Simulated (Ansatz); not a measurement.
A series of calculations on Si62N

**1. Relaxation**

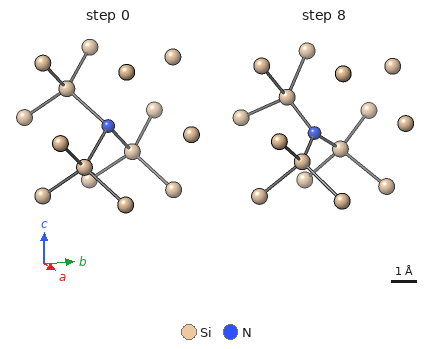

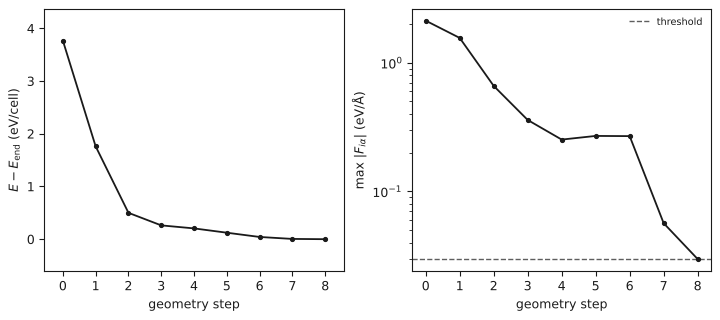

First and last geometry of a relaxation of a defect cell of composition Si62N (cell charge −1), with the history of the run. The picture is a ball-and-stick view of the atoms within 4.2 Å of the atom that moves most (axes of the cell of the calculation (origin shifted)), seen slightly off an axis.

These are results of DFT, PBEsol, PAW, plane waves in Ansatz, not measurements. Settings: plane-wave cutoff 420 eV; k-point mesh 1 × 1 × 1; mesh shifted by (0.25, 0.25, 0.25); no spin polarisation; atoms relaxed in a fixed cell; force threshold 0.03 eV/Å; at most 80 steps.

**Did the run converge, and what did it change?**

It converged. Over 8 geometry steps the energy falls by 3.770 eV per cell of the calculation. Largest force component: 2.1 eV/Å at the start, 0.03 eV/Å at the end. The largest move is that of the N atom, 0.56 Å along [−1 −1 −1]. By element the largest moves are N 0.56 Å, Si 0.52 Å. The cell stays as it was. Some distances before and after: Si–Si 3.796 → 2.782 Å, N–Si 2.373 → 1.837 Å, N–Si 2.324 → 1.835 Å, Si–Si 2.319 → 2.432 Å. Bond angles that change, for instance: Si–Si–Si 111.4° → 98.6°, Si–Si–Si 109.0° → 98.8°, Si–Si–Si 109.4° → 103.4°.

Limits of the set-up: the cell is charged, on a uniform background, and energies carry no finite-size correction.

**2. Relaxation**

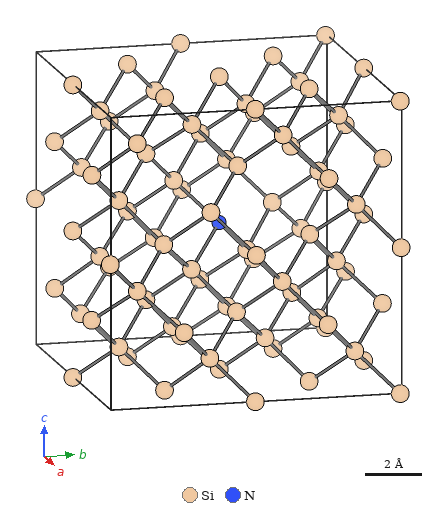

Starting structure of a defect cell of composition Si62N (cell charge −2). A ball-and-stick model of the cell of the calculation (origin shifted), seen slightly off an axis.

These are results of DFT, PBEsol, PAW, plane waves in Ansatz 0.2.0, not measurements.

Settings: plane-wave cutoff 420 eV; k-point mesh 1 × 1 × 1; mesh shifted by (0.25, 0.25, 0.25); collinear spin; atoms relaxed in a fixed cell; force threshold 0.03 eV/Å; at most 80 steps.

```
CELL_PARAMETERS angstrom
10.86558 0.00000 0.00000
0.00000 10.86558 0.00000
0.00000 0.00000 10.86558
ATOMIC_POSITIONS crystal
Si 0.00163 0.99601 0.99990
Si 0.00037 0.99914 0.49840
Si 0.00073 0.49780 0.00085
Si 0.00148 0.50131 0.50135
Si 0.50058 0.99897 0.00023
Si 0.49672 0.99999 0.50011
Si 0.50060 0.50239 0.99931
Si 0.12320 0.12196 0.12603
Si 0.12414 0.12504 0.62627
Si 0.12549 0.62442 0.12369
Si 0.12447 0.62359 0.62504
Si 0.62555 0.12529 0.12515
Si 0.62401 0.12537 0.62560
Si 0.62405 0.62801 0.12685
Si 0.25355 0.25003 0.00102
Si 0.25021 0.25095 0.49806
Si 0.25049 0.75154 0.99952
Si 0.25308 0.74816 0.50015
Si 0.74767 0.25057 0.99759
Si 0.75072 0.24696 0.49650
Si 0.75002 0.74714 0.99997
Si 0.75063 0.74963 0.50273
Si 0.37620 0.37280 0.12469
Si 0.37606 0.37774 0.62394
Si 0.37372 0.87393 0.12453
Si 0.37715 0.87614 0.62768
Si 0.87653 0.37343 0.12867
Si 0.87496 0.37749 0.62652
Si 0.87223 0.87313 0.12379
Si 0.87316 0.87793 0.62491
Si 0.25227 0.00036 0.24898
Si 0.25214 0.99975 0.75023
Si 0.24722 0.50083 0.24938
Si 0.25132 0.50145 0.74956
Si 0.74708 0.99997 0.25094
Si 0.74918 0.00053 0.74741
Si 0.75068 0.49720 0.25178
Si 0.74997 0.50155 0.75068
Si 0.37643 0.12329 0.37892
Si 0.37525 0.12468 0.87657
Si 0.37640 0.62883 0.37324
Si 0.37623 0.62576 0.87198
Si 0.87552 0.12399 0.37219
Si 0.87605 0.12383 0.87678
Si 0.87526 0.62246 0.37650
Si 0.87297 0.62625 0.87667
Si 0.99904 0.25342 0.25045
Si 0.00292 0.25167 0.74904
Si 0.99952 0.74816 0.24955
Si 0.00031 0.75119 0.74933
Si 0.49878 0.25057 0.25085
Si 0.50164 0.25004 0.75135
Si 0.50166 0.75158 0.24730
Si 0.50125 0.74886 0.74734
Si 0.12585 0.37456 0.37219
Si 0.12488 0.37751 0.87433
Si 0.12319 0.87978 0.37438
Si 0.12419 0.87620 0.87683
Si 0.62567 0.37465 0.37608
Si 0.62626 0.37609 0.87166
Si 0.62574 0.87304 0.37638
Si 0.62655 0.88003 0.87377
N 0.49889 0.50187 0.50040
```

**Predict the outcome.**

The atom that moves furthest is N63 (0.53 Å along [−1 −1 −1]). Largest moves by element: N 0.53 Å, Si 0.43 Å. The cell doesn't change. Some distances before and after: Si59–N63 2.373 → 1.837 Å, Si41–N63 2.363 → 1.838 Å, Si24–N63 2.324 → 1.837 Å, Si2–Si57 2.298 → 2.396 Å. Among the angles between lasting bonds that change: Si18–Si41–Si53 111.4° → 98.5°, Si34–Si24–Si52 109.0° → 98.6°, Si10–Si33–Si41 109.2° → 118.6°. Over 5 geometry steps the energy falls by 3.591 eV per cell of the calculation. Largest force component: 2 eV/Å at the start, 0.021 eV/Å at the end. The run took 95 s on 7 threads of Arm Neoverse-V2, peak memory 2.8 GiB.

After the run, drawn alike:

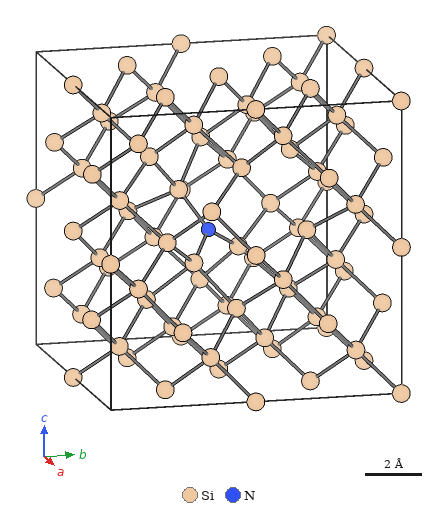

Limits of the set-up: the cell is charged, on a uniform background, and energies carry no finite-size correction.

**3. Defect**

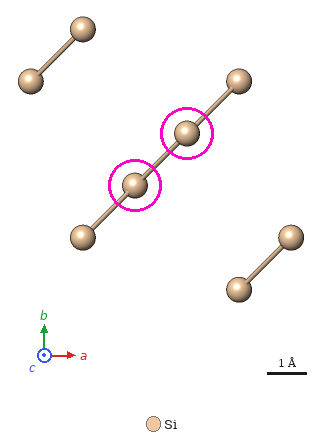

Perfect Si. The picture is a ball-and-stick view of the atoms within 4.6 Å of one point, in a slice 3.4 Å thick across the line of sight, seen along the c axis.

All numbers below come from DFT, PBEsol, PAW, plane waves (Ansatz 0.2.0). Settings: plane-wave cutoff 420 eV; k-point mesh 1 × 1 × 1; mesh shifted by (0.25, 0.25, 0.25); no spin polarisation. Fermi-Dirac smearing of 0.01 eV. A uniform background neutralises the charged cell. The axes drawn are those of the host's conventional cell.

A silicon atom is replaced by nitrogen and a silicon atom is taken out (a vacancy), the two sites 2.4 Å apart at the ringed places, in charge state +1. The supercell has 64 sites, and the atoms are relaxed at the host's cell.

> How do the neighbours respond?

In the host the Si atom has 4 Si at 2.35 Å; the N atom ends with 3 Si at 1.83 Å. Around the empty Si site the host had 4 Si at 2.35 Å; after relaxation the nearest atoms are 3 Si at 2.32 to 2.33 Å. Of the host's atoms, a silicon atom moves furthest from its site, by 0.41 Å. The N atom itself moves 0.58 Å from where it was put.

The relaxed defect, seen from the same direction:

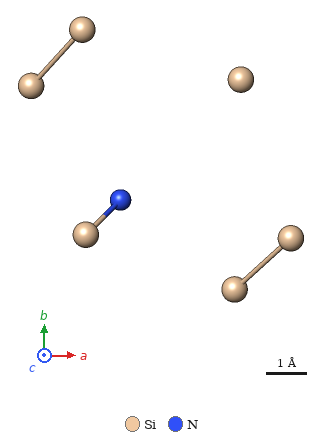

Limits of the set-up: the cell is charged, on a uniform background, and energies carry no finite-size correction.
